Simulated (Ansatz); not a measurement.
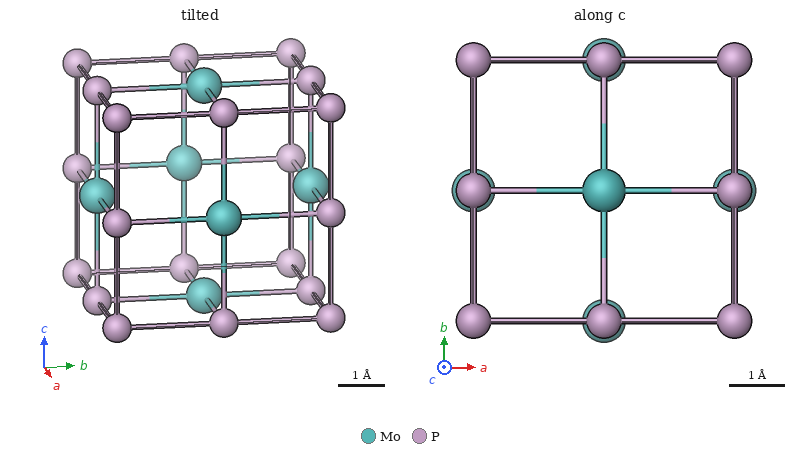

An orthographic ball-and-stick view of the structure, slightly off an axis and along the c axis. The frame is the conventional unit cell; atoms at its boundary are shown with their periodic copies. Cell: a = 4.82 Å, b = 4.82 Å, c = 4.82 Å, α = 90.00°, β = 90.00°, γ = 90.00°.

Its origin is a random cell made by a generator, so it need not be a real form of the compound. Earlier steps of the study may have refined or changed the cell and positions. A calculation with Ansatz used it as input.

What is this?

Answer. Formula: Mo3P4. It is primitive cubic, space group Pm-3m (No. 221). It has 7 atoms to the cell (3 Mo, 4 P). Mo bonds to four P in a square planar arrangement at about 2.4 Å. P takes two kinds of site: 3d with four Mo and two P in an octahedral arrangement (about 2.4 Å to Mo, 2.4 Å to P); 1a with six P in an octahedral arrangement at about 2.4 Å. The bonds build a three-dimensional framework.

Method: Ansatz, DFT PBE, scalar-relativistic, plane waves, PAW; a 420 eV plane-wave basis, k-points on an 8×8×8 grid, Gaussian smearing of 0.1 eV, no spin polarisation.

Classify it as metallic or gapped, with the value.

Answer. A metal: bands cross the Fermi level.

State the Bader charges by element.

Answer. Mo +0.73 e; P -0.77 to +0.12 e.

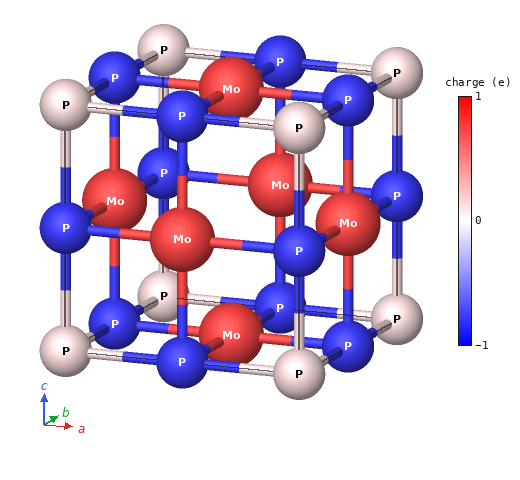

The atoms coloured by those charges. The run's cell of 7 atoms is drawn.

Can this geometry be taken as optimised?

Answer. Yes. All forces vanish to within 0.01 eV/Å. The pressure is 0.0 GPa, close to zero.
